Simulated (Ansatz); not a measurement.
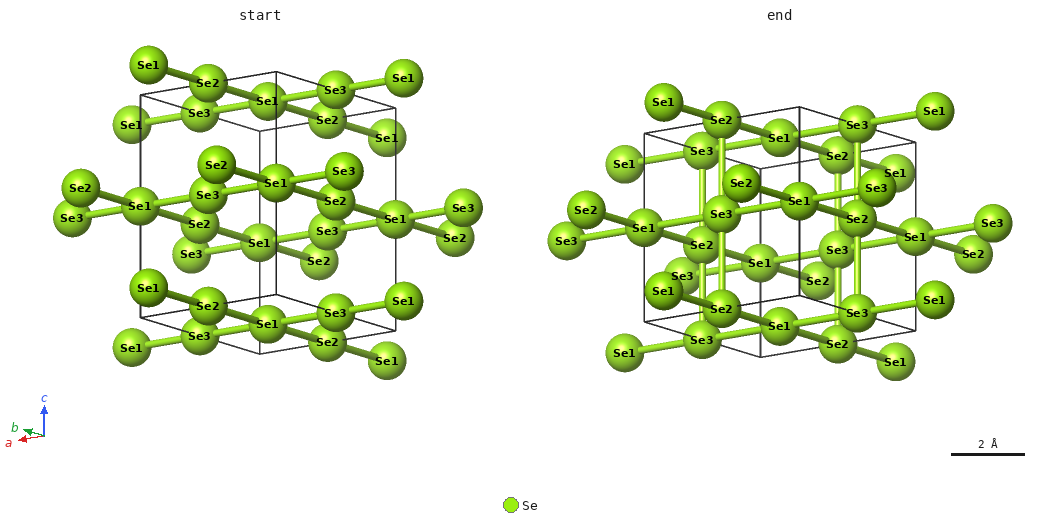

The structure of crystalline Se (a generated structure, set up in Immm) (coarse preliminary run) before (left) and after (right) a relaxation, at one scale.

Style: ball-and-stick. Shown: the conventional cell (2 times the calculation's cell), from a free direction. Lengths and directions refer to the drawn axes.

Theory: Ansatz 0.2.0, DFT PBE, scalar-relativistic, plane waves, PAW.

Input file:
```yaml
crystal:
  lattice:
    - [-2.33050743, 2.7304549, 3.14220844]
    - [2.33050743, -2.7304549, 3.14220844]
    - [2.33050743, 2.7304549, -3.14220844]
  atoms:
    - { symbol: Se, position: [0.5, 0.5, 0.0] }
    - { symbol: Se, position: [0.0, 0.5, 0.5] }
    - { symbol: Se, position: [0.5, 0.0, 0.5] }
basis:
  ecutwfc: 420
kpoints:
  mp_grid: { grid: [6, 6, 6] }
hamiltonian:
  xc: pbe
scf:
  occupations: { method: gaussian, width: 0.1 }
  lower_state_search: "off"
output:
  forces: true
  stress: true
  eigenvalues: true
relax:
  adjacent_minimum: "off"
  f_tol: 0.04
  max_steps: 70
  cell: { stress_tol: 0.4 }
```

Run as
```bash
ansatz run input.yaml --threads 1 --pin off --max-ram 2560MiB --backend cpu --events-out ev --progress --plain --runs-dir out
```

What changed between the two?

The atoms keep their places relative to the cell (all moves are under 0.005 Å). Cell: a 4.661 → 5.317 Å (+14.1 %), b 5.461 → 5.318 Å (−2.6 %), c 6.284 → 5.318 Å (−15.4 %). Volume −6.0 %. Near-neighbour distances that change, for instance: Se2–Se3 3.142 → 2.659 Å, Se1–Se3 2.331 → 2.658 Å, Se1–Se2 2.730 → 2.659 Å. The space group (tolerance 0.01 Å) goes from Immm (No. 71) to Im-3m (No. 229). Over 5 accepted moves (7 points after the start) the energy falls by 364 meV per atom. All forces vanish by symmetry, so only the cell relaxes. Pressure: 3.59 GPa at the start and −0.01 GPa at the end. At 2 points the geometry stayed and the basis and grid were re-selected for the new cell (energy shift of 0.1 meV per atom at most each time). The run took 37 s on 1 thread of Arm Neoverse V2 (shared host), peak memory 0.38 GiB.
